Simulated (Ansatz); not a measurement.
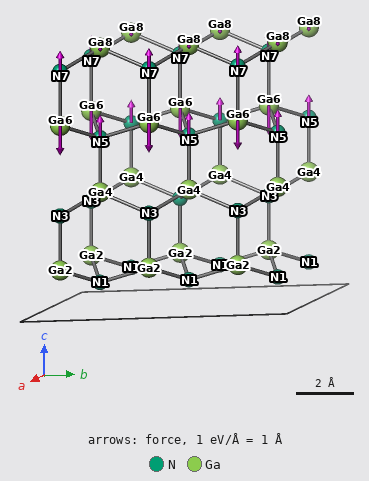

Starting geometry of a slab of composition GaN (cut from the P6_3mc phase) with the computed forces as purple arrows. A ball-and-stick model of the 2 × 3 repeat of the cell, outlined in the plane, without the vacuum, seen slightly off an axis.

Case: clean slab, lower half held. The slab is the (0 0 1) face of GaN. 4 atoms are held fixed.

Theory: DFT PBEsol, scalar-relativistic, plane waves, PAW (Ansatz 0.2.0).

The input:
```yaml
crystal:
  lattice:
    - [3.1825784895, 0.0, 0.0]
    - [-1.5912892448, 2.7561938215, 0.0]
    - [0.0, 0.0, 25.4179595787]
  atoms:
    - { symbol: "N", position: [0.3333333333, 0.6666666667, 0.3344092186] }
    - { symbol: Ga, position: [0.6666666667, 0.3333333333, 0.3595812022] }
    - { symbol: "N", position: [0.6666666667, 0.3333333333, 0.4364124116] }
    - { symbol: Ga, position: [0.3333333333, 0.6666666667, 0.4615843953] }
    - { symbol: "N", position: [0.3333333333, 0.6666666667, 0.5384156047] }
    - { symbol: Ga, position: [0.6666666667, 0.3333333333, 0.5635875884] }
    - { symbol: "N", position: [0.6666666667, 0.3333333333, 0.6404187978] }
    - { symbol: Ga, position: [0.3333333333, 0.6666666667, 0.6655907814] }
basis:
  ecutwfc: 420
kpoints:
  mp_grid: { grid: [9, 9, 1] }
hamiltonian:
  xc: pbesol
scf:
  occupations: { method: gaussian, width: 0.05 }
output:
  forces: true
  eigenvalues: true
  write_density: true
  write_potential: true
  elf: true
  volumetric_format: npy
relax:
  adjacent_minimum: "off"
  f_tol: 0.03
  max_steps: 70
  constraints: [{ sites: [0, 1, 2, 3] }]
efield:
  axis: 3
  dipole_correction: true
  ramp_width: 0.04
```

Launched with:
```bash
ansatz run input.yaml --threads 2 --pin off --max-ram 5120MiB --backend cpu --events-out ev --progress --plain --runs-dir out
```

**Is this structure relaxed? If not, where do the atoms go?**

It isn't relaxed: the largest force vector, on Ga6, is 1.06 eV/Å. The final displacements follow the starting forces only in part (cosine between the two patterns 0.83). The largest move is that of N7, 0.078 Å along the normal (+c). By element the largest moves are N 0.078 Å, Ga 0.020 Å. The lattice vectors keep their values. Some distances before and after: Ga6–N7 1.953 → 2.051 Å, Ga4–N5 1.953 → 2.019 Å, N5–Ga6 1.946 → 1.919 Å. Bond angles that change, for instance: Ga4–N5–Ga6 109.2° → 106.8°, N5–Ga6–N7 109.2° → 106.8°, Ga6–N5–Ga6 109.7° → 112.0°. Over 4 geometry steps the energy falls by 62.5 meV per cell of the calculation. Largest force component: 1.1 eV/Å at the start, 0.01 eV/Å at the end. The run took 38 s on 2 threads of Intel(R) Xeon(R) Platinum 8259CL CPU @ 2.50GHz (Skylake/Cascade Lake), with other jobs on the host, peak memory 0.57 GiB.
